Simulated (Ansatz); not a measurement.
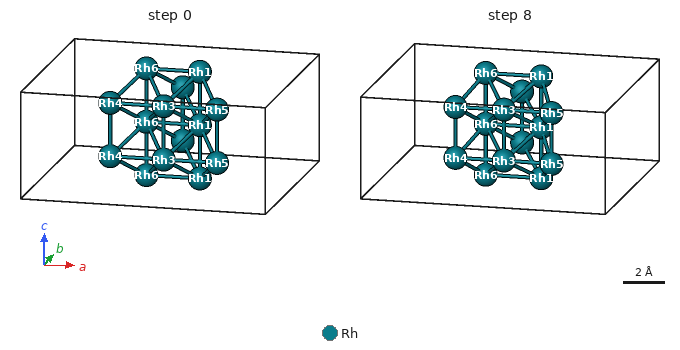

The structure of a wire of composition Rh before (left) and after (right) a relaxation, at one scale.

A ball-and-stick model of the 2 repeat of the cell, with the vacuum cut short, seen slightly off an axis.

Case: wire along [1 1 0], 6 atoms a period.

The calculation used DFT PBE, scalar-relativistic, plane waves, PAW in Ansatz. Set-up: plane-wave cutoff 420 eV; k-point mesh 1 × 1 × 20; occupations gaussian; smearing width 0.05 eV; no spin polarisation; cell relaxed at fixed a, b, alpha, beta, gamma; force threshold 0.02 eV/Å; at most 45 steps.

Summarise the run.

Answer. After 7 accepted moves (8 points after the start) the energy has fallen by 0.919 eV per cell of the calculation. The largest force component goes from 1.6 to 0.018 eV/Å. At 1 point the geometry stayed and the basis and grid were re-selected for the new cell (energy shift of 3.2 meV per cell of the calculation at most each time). The largest moves relative to the centre of the atoms, 0.28 Å, are those of Rh atoms. Along the periodic axis the drawn cell goes c 5.416 → 5.168 Å (−4.6 %). Some distances before and after: Rh–Rh 2.708 → 2.436 Å, Rh–Rh 2.708 → 2.576 Å, Rh–Rh 2.708 → 2.596 Å, Rh–Rh 2.708 → 2.815 Å. Among the angles between lasting bonds that change: Rh–Rh–Rh 60.0° → 66.2°, Rh–Rh–Rh 90.0° → 95.8°, Rh–Rh–Rh 60.0° → 65.2°.

Limits of the set-up: the k-point mesh is coarse for a cell with partly filled bands.
